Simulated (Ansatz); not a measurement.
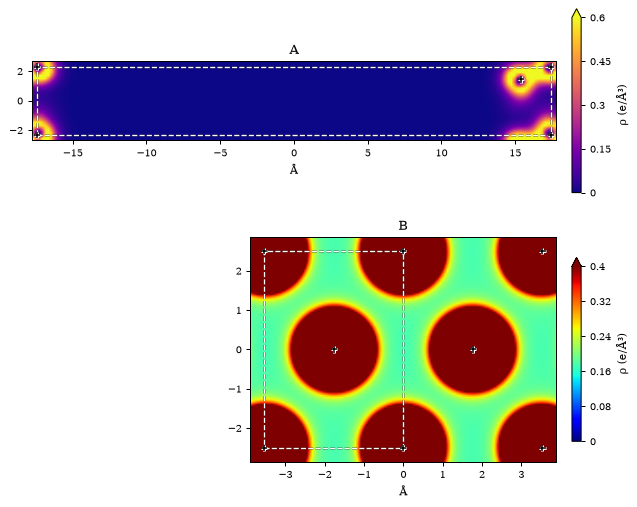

The valence pseudo-density of 2 systems, each on a plane through atoms (crosses mark nuclei in the plane).

These are results of DFT r2SCAN, scalar-relativistic, plane waves, PAW in Ansatz, not measurements.

System 1: Hf, the (101) plane of the conventional cell. Space group Im-3m.

System 2: P, the (100) plane of the conventional cell. Space group Pmna; a structure from a database of computed crystals, not necessarily the ambient phase; not relaxed (largest force 0.5 eV/Å).

```cif
data_structure
_symmetry_space_group_name_H-M 'P 1'
_symmetry_Int_Tables_number 1
_cell_length_a 3.2837
_cell_length_b 34.8570
_cell_length_c 4.6321
_cell_angle_alpha 90.000
_cell_angle_beta 90.000
_cell_angle_gamma 90.000
_cell_volume 530.19
loop_
_atom_site_label
_atom_site_type_symbol
_atom_site_fract_x
_atom_site_fract_y
_atom_site_fract_z
_atom_site_occupancy
P1 P 0.00000 0.97106 0.59461 1
P2 P 0.00000 0.02894 0.40539 1
P3 P 0.50000 0.02894 0.09461 1
P4 P 0.50000 0.97106 0.90539 1
```

Question: Match each panel to its system.

Answer: Panel A is system 2, P: the plane holds P. P–P (2.20 Å): ρ at the midpoint is about 0.81 e/Å³. Panel B is system 1, Hf: the plane holds Hf. Hf–Hf (3.06 Å): ρ at the midpoint is about 0.19 e/Å³.
